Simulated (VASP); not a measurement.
# WS2 (Tungstenite): interstitial Li from one void to a neighbouring one, part 2 of 6

Wanted: the minimum-energy path in WS2 (Tungstenite) for this move: interstitial Li from one void to a neighbouring one. The start is a cell from a database of measured crystal structures.

VASP 6.6.1, plane waves and PAW; the level of theory is named at each step.

So far. Step 2 (Relax the host): The run ended after 18 ionic steps, 0.049 eV below its first step, once forces and stress met EDIFFG = -0.02. Step 2 (Relax the host): An edge changed by 8 % against the database cell. Without a dispersion term, weakly bound directions of a crystal swell by this much or more. The relaxed cell has a = 3.180, c = 13.485 Å (conventional setting).

The database entry behind the starting cell differs from later determinations by our own check (an axis about 1.4 % long against later determinations), so it need not match the best structure at ambient conditions.

### 3. Relax the host again, on a new basis

Level of this step: PBE, no spin polarisation; plane waves and PAW (W, S) (VASP).

The volume changed by more than 5 %, so the plane waves of the start no longer fit; a second relaxation removes that error.

Input file INCAR:

```
SYSTEM = WS2
PREC = Accurate
ENCUT = 350
EDIFF = 1E-06
NELM = 120
ISMEAR = 0
SIGMA = 0.1
LREAL = .FALSE.
ALGO = Normal
GGA = PE
NBANDS = 24
LASPH = .TRUE.
LORBIT = 11
LWAVE = .FALSE.
LCHARG = .FALSE.
KPAR = 5
IBRION = 2
NSW = 30
ISIF = 3
EDIFFG = -0.02
POTIM = 0.4
```

Input file POSCAR:

```
WS2
1.0
    3.1798941756      0.0000000000      0.0000000000
   -1.5899470878      2.7538691374      0.0000000000
    0.0000000000      0.0000000000     13.4845026101
W S
2 4
Direct
    0.6666666667      0.3333333333      0.7500000000
    0.3333333333      0.6666666667      0.2500000000
    0.6666666667      0.3333333333      0.3664671739
    0.3333333333      0.6666666667      0.8664671739
    0.6666666667      0.3333333333      0.1335328261
    0.3333333333      0.6666666667      0.6335328261
```

Input file KPOINTS:

```
Automatic mesh
0
Gamma
7 7 2
0 0 0
```

PAW data sets: W and S (PBE family, release 64).

The run is started by

```bash
$ mpirun -np 5 vasp_std
```

What it wrote:

```text
[banner, memory and clock lines left out]
running    5 mpi-ranks, on    1 nodes
 distrk:  each k-point on    1 cores,    5 groups
 distr:  one band on    1 cores,    1 groups

 POSCAR found type information on POSCAR W S
 POSCAR found :  2 types and       6 ions
 [... a notice as in an earlier step ...]

 LDA part: xc-table for (Slater+PW92), standard interpolation
 POSCAR, INCAR and KPOINTS ok, starting setup
 FFT: planning ... GRIDC
 FFT: planning ... GRID_SOFT
 FFT: planning ... GRID
 WAVECAR not read
 entering main loop
       N       E                     dE             d eps       ncg     rms          rms(c)
DAV:   1     0.146117471002E+03    0.14612E+03   -0.12920E+04   768   0.957E+02
DAV:   2    -0.391639854324E+02   -0.18528E+03   -0.17822E+03  1072   0.233E+02
DAV:   3    -0.501030269835E+02   -0.10939E+02   -0.10866E+02  1024   0.592E+01
DAV:   4    -0.503638172862E+02   -0.26079E+00   -0.25957E+00  1080   0.954E+00
DAV:   5    -0.503706225810E+02   -0.68053E-02   -0.67991E-02  1016   0.129E+00    0.394E+01
DAV:   6    -0.478619891576E+02    0.25086E+01   -0.11912E+01  1112   0.167E+01    0.178E+01
DAV:   7    -0.475664492704E+02    0.29554E+00   -0.34103E+00  1040   0.105E+01    0.904E+00
DAV:   8    -0.474431963391E+02    0.12325E+00   -0.44272E-01  1112   0.410E+00    0.131E+00
DAV:   9    -0.474385727312E+02    0.46236E-02   -0.61494E-02  1056   0.135E+00    0.518E-01
DAV:  10    -0.474374938889E+02    0.10788E-02   -0.14073E-02  1112   0.666E-01    0.381E-01
DAV:  11    -0.474375921926E+02   -0.98304E-04   -0.19457E-03  1040   0.264E-01    0.121E-01
DAV:  12    -0.474376243017E+02   -0.32109E-04   -0.53564E-04  1096   0.140E-01    0.508E-02
DAV:  13    -0.474376352633E+02   -0.10962E-04   -0.41011E-05  1032   0.371E-02    0.203E-02
DAV:  14    -0.474376357652E+02   -0.50188E-06   -0.31695E-06   896   0.989E-03
   1 F= -.47437636E+02 E0= -.47437636E+02  d E =-.474376E+02
 curvature:   0.00 expect dE= 0.000E+00 dE for cont linesearch  0.000E+00
 trial: gam= 0.00000 g(F)=  0.407E-04 g(S)=  0.211E-03 ort = 0.000E+00 (trialstep = 0.100E+01)
 search vector abs. value=  0.252E-03
 bond charge predicted
       N       E                     dE             d eps       ncg     rms          rms(c)
DAV:   1    -0.474380800613E+02   -0.44480E-03   -0.12980E-02   840   0.581E-01    0.179E-01
DAV:   2    -0.474378271566E+02    0.25290E-03   -0.52894E-04   864   0.124E-01    0.105E-01
DAV:   3    -0.474377364181E+02    0.90739E-04   -0.25027E-04   904   0.740E-02    0.195E-02
DAV:   4    -0.474377345521E+02    0.18660E-05   -0.86416E-06  1024   0.179E-02    0.171E-02
DAV:   5    -0.474377329577E+02    0.15944E-05   -0.18073E-06   640   0.841E-03    0.123E-02
DAV:   6    -0.474377310634E+02    0.18943E-05   -0.63816E-07   576   0.494E-03    0.250E-03
DAV:   7    -0.474377305954E+02    0.46803E-06   -0.31184E-07   512   0.298E-03
   2 F= -.47437731E+02 E0= -.47437731E+02  d E =-.948302E-04
[... from here on, the cycles between the ionic steps are left out ...]
   3 F= -.47437734E+02 E0= -.47437734E+02  d E =-.982924E-04
   4 F= -.47437847E+02 E0= -.47437847E+02  d E =-.113081E-03
   5 F= -.47438114E+02 E0= -.47438114E+02  d E =-.379505E-03
   6 F= -.47438326E+02 E0= -.47438326E+02  d E =-.591669E-03
   7 F= -.47438389E+02 E0= -.47438389E+02  d E =-.635199E-04
   8 F= -.47438578E+02 E0= -.47438578E+02  d E =-.252161E-03
   9 F= -.47438917E+02 E0= -.47438917E+02  d E =-.591287E-03
  10 F= -.47439449E+02 E0= -.47439449E+02  d E =-.112282E-02
  11 F= -.47439992E+02 E0= -.47439992E+02  d E =-.166590E-02
  12 F= -.47440473E+02 E0= -.47440473E+02  d E =-.481360E-03
  13 F= -.47440705E+02 E0= -.47440705E+02  d E =-.713469E-03
  14 F= -.47440717E+02 E0= -.47440717E+02  d E =-.725097E-03
 curvature:  -3.88 expect dE=-0.129E-02 dE for cont linesearch -0.467E-05
 ZBRENT: interpolating
 opt :   0.5468  next Energy=   -47.440736 (dE=-0.744E-03)
 bond charge predicted
       N       E                     dE             d eps       ncg     rms          rms(c)
DAV:   1    -0.474409454216E+02   -0.22847E-03   -0.55347E-02   768   0.108E+00    0.219E-01
DAV:   2    -0.474407684278E+02    0.17699E-03   -0.32534E-03   800   0.395E-01    0.146E-01
DAV:   3    -0.474407232389E+02    0.45189E-04   -0.12454E-04   936   0.700E-02    0.922E-02
DAV:   4    -0.474406717504E+02    0.51489E-04   -0.20413E-04   920   0.648E-02    0.240E-02
DAV:   5    -0.474406683991E+02    0.33513E-05   -0.16810E-05  1008   0.247E-02    0.179E-02
DAV:   6    -0.474406682872E+02    0.11195E-06   -0.18495E-06   528   0.789E-03
  15 F= -.47440668E+02 E0= -.47440668E+02  d E =-.676664E-03
 curvature: -15.85 expect dE=-0.252E-02 dE for cont linesearch -0.101E-03
 trial: gam=-0.04021 g(F)=  0.310E-04 g(S)=  0.128E-03 ort = 0.376E-03 (trialstep = 0.356E+00)
 search vector abs. value=  0.164E-03
 reached required accuracy - stopping structural energy minimisation
```

It took 74 s on 5 MPI ranks of Intel Xeon Platinum 8259CL at 2.50GHz (Skylake/Cascade Lake), shared host; peak memory 1.1 GiB; 5.7 min of CPU time.

From OUTCAR (step 3):

```text
  LATTYP: Found a hexagonal cell.
 ALAT       =     3.1798941756
 C/A-ratio  =     4.2405507433

 Found     16 irreducible k-points:

   dimension x,y,z NGX =    20 NGY =   20 NGZ =   84
   dimension x,y,z NGXF=    40 NGYF=   40 NGZF=  168

   ENCUT  =  350.0 eV  25.72 Ry    5.07 a.u.   4.85  4.85 20.57*2*pi/ulx,y,z

   NELECT =      36.0000    total number of electrons

 E-fermi :   5.1294

 k-point     1 :       0.0000    0.0000    0.0000
  band No.  band energies     occupation
    ...
     14       2.7533      2.00000
     15       2.7533      2.00000
     16       2.8111      2.00000
     17       4.0079      2.00000
     18       4.6628      2.00000
     19       7.2484      0.00000
     20       7.2484      0.00000
     21       7.2513      0.00000
     22       7.2513      0.00000
     23       7.3821      0.00000
    ...

 k-point     2 :       0.1429   -0.0000    0.0000
  band No.  band energies     occupation
    ...
     14       2.2888      2.00000
     15       2.8104      2.00000
     16       3.2591      2.00000
     17       3.9190      2.00000
     18       4.2603      2.00000
     19       6.6728      0.00000
     20       7.0581      0.00000
     21       7.0738      0.00000
     22       7.1167      0.00000
     23       7.1653      0.00000
    ...

  Total       -0.0649557     -0.0649557      0.1068889      0.0000000      0.0000000      0.0000000
  in kB       -0.8589095     -0.8589095      1.4133937      0.0000000      0.0000000      0.0000000
  external PRESSURE =      -0.1014751 kB  Pullay stress =       0.0000000 kB

  energy-cutoff  :      350.00
  volume of cell :      121.17
      direct lattice vectors                 reciprocal lattice vectors
     3.182684662  0.000000000  0.000000000     0.314200151  0.181403542 -0.000000000
    -1.591342331  2.756285769 -0.000000000    -0.000000000  0.362807083 -0.000000000
     0.000000000  0.000000000 13.812184887    -0.000000000  0.000000000  0.072399842

 POSITION                                       TOTAL-FORCE (eV/Angst)
 -----------------------------------------------------------------------------------
      1.59134      0.91876     10.35914        -0.000000      0.000000      0.000000
     -0.00000      1.83752      3.45305         0.000000     -0.000000      0.000000
      1.59134      0.91876      5.02148        -0.000000     -0.000000      0.014177
     -0.00000      1.83752     11.92757        -0.000000     -0.000000      0.014177
      1.59134      0.91876      1.88462         0.000000      0.000000     -0.014177
     -0.00000      1.83752      8.79071         0.000000      0.000000     -0.014177
 -----------------------------------------------------------------------------------
    total drift:                               -0.000000      0.000000     -0.000000

  FREE ENERGIE OF THE ION-ELECTRON SYSTEM (eV)
  ---------------------------------------------------
  free  energy   TOTEN  =       -47.4406682872 eV

  energy  without entropy=      -47.4406682872  energy(sigma->0) =      -47.44066829

 total charge
# of ion       s       p       d       tot
------------------------------------------
    1        0.562   0.702   4.246   5.510
    2        0.562   0.702   4.246   5.510
    3        1.359   2.357   0.000   3.716
    4        1.359   2.357   0.000   3.716
    5        1.359   2.357   0.000   3.716
    6        1.359   2.357   0.000   3.716
--------------------------------------------------
tot          6.559  10.832   8.491  25.882

[... 4 parts as in an earlier step ...]

[... 7 further parts left out ...]
```

CONTCAR:

```
WS2
   1.00000000000000
     3.1826846616920785    0.0000000000000000    0.0000000000000000
    -1.5913423308460393    2.7562857692446063   -0.0000000000000000
     0.0000000000000000    0.0000000000000000   13.8121848871115702
  W               S
     2     4
Direct
     0.6666666667000030    0.3333333332999970    0.7500000000000000
     0.3333333332999970    0.6666666667000030    0.2500000000000000
     0.6666666667000030    0.3333333332999970    0.3635541717206596
     0.3333333332999970    0.6666666667000030    0.8635541717206595
     0.6666666667000030    0.3333333332999970    0.1364458282793405
     0.3333333332999970    0.6666666667000030    0.6364458282793405
```

The steps of the relaxation:

| step | energy less that of the first step (eV) | largest force (eV/Å) | pressure (GPa) | volume (Å³) |
| --- | --- | --- | --- | --- |
| 1 | 0.0000 | 0.0162 | 0.14 | 118.08 |
| 2 | -0.0001 | 0.0427 | -0.10 | 118.32 |
| 3 | -0.0001 | 0.0383 | -0.07 | 118.28 |
| 4 | -0.0002 | 0.0325 | -0.05 | 118.34 |
| 5 | -0.0005 | 0.0152 | -0.01 | 118.52 |
| 6 | -0.0007 | 0.0204 | 0.05 | 118.88 |
| 7 | -0.0008 | 0.0193 | 0.02 | 118.93 |
| 8 | -0.0009 | 0.0170 | 0.00 | 119.06 |
| 9 | -0.0013 | 0.0110 | -0.05 | 119.34 |
| 10 | -0.0018 | 0.0009 | -0.16 | 119.89 |
| 11 | -0.0024 | 0.0186 | -0.34 | 120.98 |
| 12 | -0.0028 | 0.0016 | -0.16 | 121.09 |
| 13 | -0.0031 | 0.0296 | 0.17 | 121.26 |
| 14 | -0.0031 | 0.0263 | 0.12 | 121.24 |
| 15 | -0.0030 | 0.0142 | -0.01 | 121.17 |

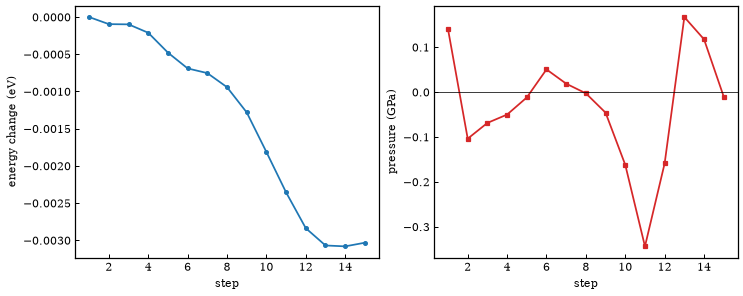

Energy and pressure along the relaxation.

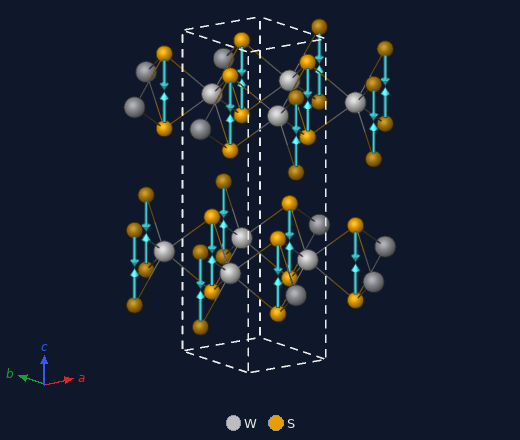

Displacements in the relaxation, exaggerated, measured against the changing cell; the longest in the cell stands for 0.04 Å. 2×2×1 cells are drawn. Some periodic images of atoms are drawn too.

| conventional cell, symmetrised | before | after | change |
| --- | --- | --- | --- |
| a (Å) | 3.180 | 3.183 | +0.1 % |
| b (Å) | 3.180 | 3.183 | +0.1 % |
| c (Å) | 13.485 | 13.812 | +2.4 % |
| volume (Å³/atom) | 19.68 | 20.19 | +2.6 % |

The atoms that moved most (Å, as changes of fractional coordinates times the final cell):

| atom | dx | dy | dz | length |
| --- | --- | --- | --- | --- |
| S4 | 0.000 | 0.000 | -0.040 | 0.040 |
| S6 | 0.000 | 0.000 | 0.040 | 0.040 |
| S5 | 0.000 | 0.000 | 0.040 | 0.040 |
| S3 | 0.000 | 0.000 | -0.040 | 0.040 |

Final coordinates:

```
W S
1.0
     3.18268    0.00000    0.00000
    -1.59134    2.75629    0.00000
     0.00000    0.00000   13.81218
W S
2 4
Direct
  0.66667 0.33333 0.75000
  0.33333 0.66667 0.25000
  0.66667 0.33333 0.36355
  0.33333 0.66667 0.86355
  0.66667 0.33333 0.13645
  0.33333 0.66667 0.63645
```

Numbers from this step:

* electronic steps: 99
* free energy (TOTEN): -47.44 eV
* Fermi energy: 5.129 eV
* gap on the k-mesh: 1.554 eV
* least direct gap on the k-mesh: 2.386 eV

The run ended after 15 ionic steps, 0.003 eV below its first step, once forces and stress met EDIFFG = -0.02.

[end of part 2 of 6]

[Lines on the potential files, build, host, timing and source positions are cut from VASP's logs without a mark.]

[Logs are printed without paths, hosts, clocks, repeated set-up lines and the standing remarks that a program may print on its own settings, such as how far it seeks lower states.]

[Hosts, paths, dates, database ids (printed as entryN), source tags and the programs' standing remarks are cut or masked in the printed files.]

[Runs that stopped without an error message from VASP are left out.]
